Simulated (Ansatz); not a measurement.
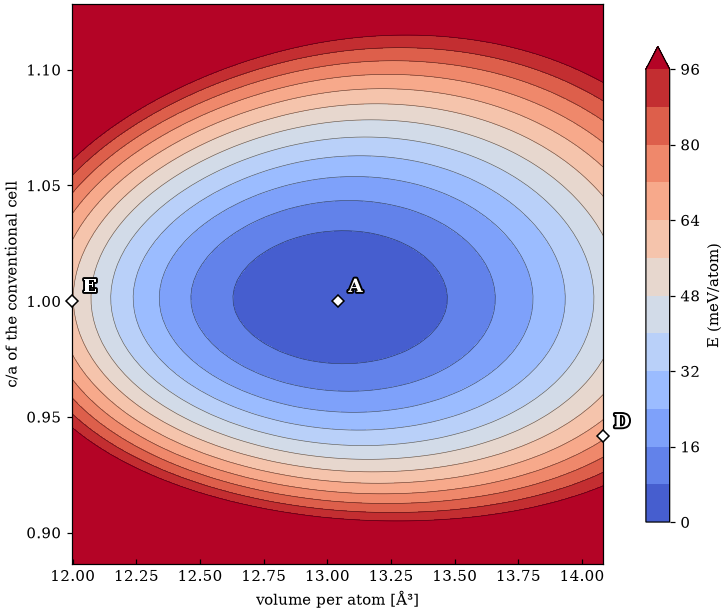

KTaO3 (Pm-3m, No. 221; 5 atoms in the cell). The energy is mapped over volume and the cell's shape. The first coordinate is: volume per atom; the second: c/a of the conventional cell. Nothing is relaxed (symmetry fixes all fractional coordinates). Grid: 5 × 5 points. Points are written as (first, second). Energies are in meV/atom, from the lowest grid point. The calculation used DFT PBE, scalar-relativistic, plane waves, PAW (Ansatz 0.2.0). Settings: cutoff 520 eV, k-mesh 8×8×8, gaussian smearing 0.05 eV, no spin polarisation.

The picture shows filled contours, one colour for all values above the top of the scale, lettered points. Between grid points the surface is interpolated.

> Which space group has the cell at each letter?

A: Pm-3m; D: P4/mmm; E: Pm-3m.

> Rank the lettered points by energy, lowest first.

A (0 meV/atom), E (57 meV/atom), D (71 meV/atom).
